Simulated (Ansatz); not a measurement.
# AlNi(110) (Pm-3m bulk, 6 atomic planes (those closer than 0.6 Å count as one), 10 Å, AlNi-terminated): simulated STM

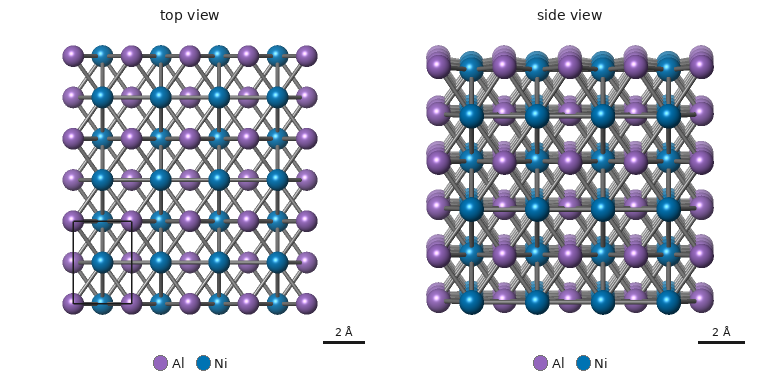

The relaxed structure from above and from the side.

Level of theory: DFT PBE, scalar-relativistic, plane waves, PAW in Ansatz. Cutoff 420 eV, 17 × 12 k-points, Gaussian smearing 0.1 eV, dipole correction. The slab is a cut without reconstruction beyond its cell, at the source's lattice constants, with its lower half held fixed and the rest relaxed. No spin polarisation (the relaxation was started with spin and lost its moment; a magnetic state may still lie lower). The run couldn't confirm all of its levels under its output density. The run warns that the functional's potential is rough in the thin density of the vacuum, where the tip is; weak contrasts and barriers may feel it.

The STM signal is simulated in the Tersoff–Hamann approximation. Bias windows are sharp sums over the levels of the k mesh.

Input

```yaml
crystal:
  lattice:
    - [2.881, 0.0, 0.0]
    - [0.0, 4.07434927, 0.0]
    - [0.0, 0.0, 28.1858734224]
  atoms:
    - { symbol: Al, position: [0.0, 0.5, 0.3193088916] }
    - { symbol: Ni, position: [0.5, 0.0, 0.3193088916] }
    - { symbol: Al, position: [0.0, 0.0, 0.3915853409] }
    - { symbol: Ni, position: [0.5, 0.5, 0.3915853409] }
    - { symbol: Al, position: [0.0, 0.5, 0.4638617803] }
    - { symbol: Ni, position: [0.5, 0.0, 0.4638617803] }
    - { symbol: Al, position: [0.0, 0.0, 0.5367938207] }
    - { symbol: Ni, position: [0.5, 0.5, 0.5371066877] }
    - { symbol: Al, position: [0.0, 0.5, 0.610007545] }
    - { symbol: Ni, position: [0.5, 0.0, 0.6090354318] }
    - { symbol: Al, position: [0.0, 0.0, 0.6856914533] }
    - { symbol: Ni, position: [0.5, 0.5, 0.6790080666] }
basis:
  ecutwfc: 420.0
  fft_grid_basis: typed
kpoints:
  mp_grid: { grid: [17, 12, 1] }
hamiltonian:
  xc: pbe
  pseudopotentials: { kind: paw }
scf:
  occupations: { method: gaussian, width: 0.1 }
output:
  forces: true
  eigenvalues: true
  band_densities:
    - { e_range: [-2.0, -1.0] }
    - { e_range: [-1.0, -0.5] }
    - { e_range: [-0.5, -0.25] }
    - { e_range: [-0.25, 0.0] }
    - { e_range: [0.0, 0.25] }
    - { e_range: [0.25, 0.5] }
    - { e_range: [0.5, 1.0] }
    - { e_range: [1.0, 1.5] }
  band_residual_tolerance: 1.0e-05
  write_potential: true
  elf: true
  write_density: true
  volumetric_format: npy
efield:
  axis: 3
  dipole_correction: true
  ramp_width: 0.04
checkpoint:
  read: start.run
  write: ck
  compress: false
  write_wavefunctions: false
  write_every: 100000
```

Launched as:

```sh
ansatz run input.yaml --threads 2 --pin off --max-ram 4423MiB --backend cpu --events-out ev --progress --plain --runs-dir out
```

This step took 110 s on 2 threads of Intel(R) Xeon(R) Platinum 8259CL CPU @ 2.50GHz (Skylake/Cascade Lake) (shared host), peak memory 1.3 GiB; the relaxation before it isn't counted.

## 1. One image

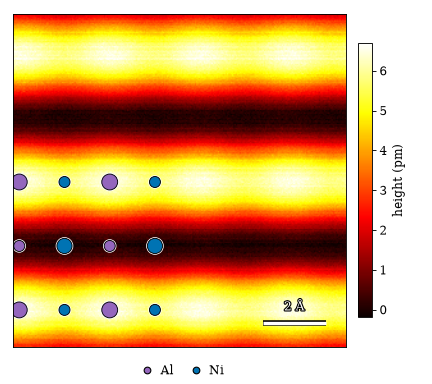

Constant-current image at a set point of 5.9 × 10⁻⁷ e/Å³ of this surface, sample bias +0.25 V. The atoms seen from above are drawn over one corner (deeper ones smaller). Noise was added to mimic a scan.

Q: Assign the bright and dark features to the surface structure.

A: The brightest spots lie over the top Al atoms; the darkest points are over the top Ni atoms and the sites above the Al atoms 2.1 Å below the top plane. The corrugation is 6 pm at a mean tip height of 5.0 Å. So weak a contrast (6 pm) depends on the k-mesh and on the tip.

## 2. Approach curves

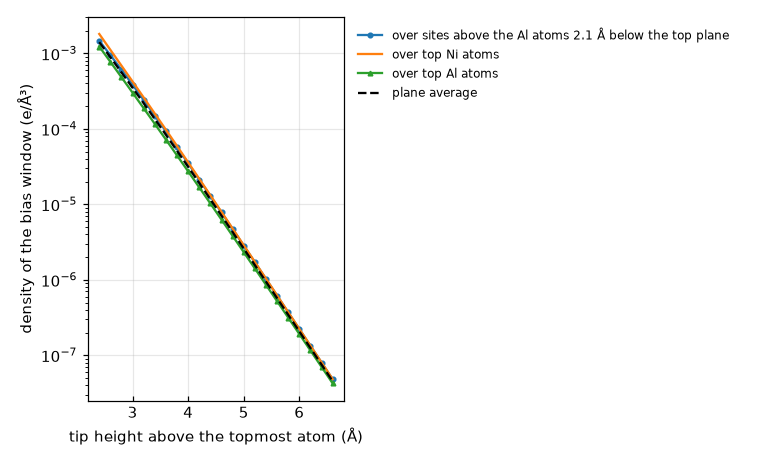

Approach curves over this surface at a sample bias of −1.00 V.

Q: Estimate the decay constant and the apparent barrier, and compare with the vacuum level, which the run puts 4.76 eV above zero bias.

A: Near 4 Å the plane average falls as exp(−2.46 z/Å), a factor of 12 per ångström, which gives an apparent barrier of 5.8 eV (0.952 eV Å² times the slope squared). The apparent barrier is above 4.76 eV. At 4 Å the 0.25 eV of states nearest the highest filled state carry 23 % of the density, so deeper states, or ones away from the zone centre, set the barrier.

## 3. Barrier map

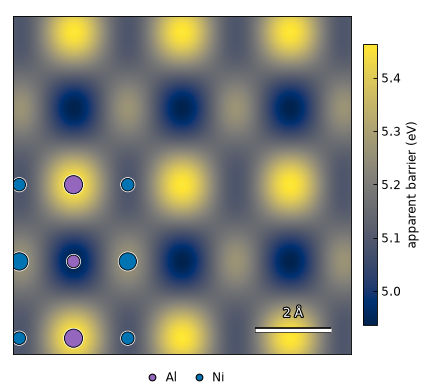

Map of the apparent barrier height, 0.952 eV Å² × (d ln I/dz)², 3.0 Å above this surface at −0.25 V; lighter colours are higher.

Q: Where is the apparent barrier highest and lowest, and over what range?

A: It is highest, 5.5 eV, over the top Al atoms, and lowest, 4.9 eV, over the sites above the Al atoms 2.1 Å below the top plane. The vacuum level lies 4.76 eV above zero bias.

## 4. Bias series

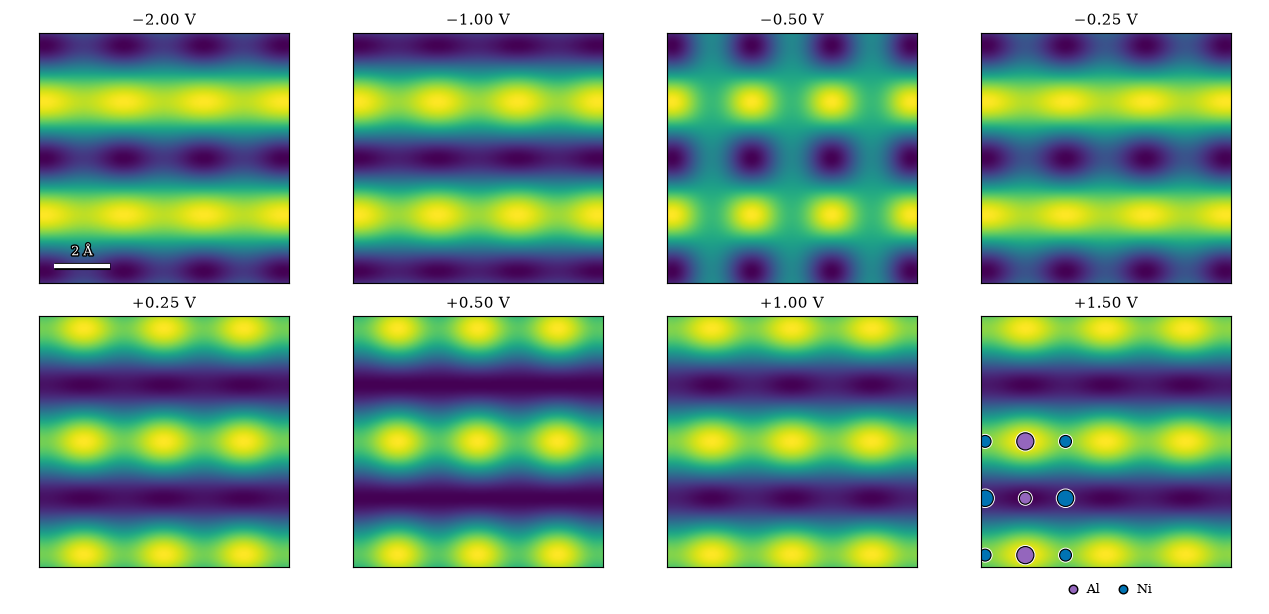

Constant-current images of this surface at 8 sample biases, each on its own colour scale; the last has the atoms seen from above drawn over one corner (deeper ones smaller).

Q: How do the images change with bias?

A:
```csv
bias,set point (e/Å³),corrugation,brightest over
−2.00 V,1.7 × 10⁻⁴,7 pm,top Ni atoms
−1.00 V,1.1 × 10⁻⁴,14 pm,top Ni atoms
−0.50 V,4.7 × 10⁻⁵,4 pm,top Ni atoms
−0.25 V,2.4 × 10⁻⁵,7 pm,top Ni atoms
+0.25 V,2.2 × 10⁻⁵,14 pm,top Al atoms
+0.50 V,5.0 × 10⁻⁵,14 pm,top Al atoms
+1.00 V,1.0 × 10⁻⁴,14 pm,top Al atoms
+1.50 V,1.5 × 10⁻⁴,17 pm,top Al atoms
```

The slab has states at the Fermi level, so this model gives a current down to small biases. Its work function (top face) is 4.76 eV.

The weakest contrasts here depend on the k mesh and on the tip.
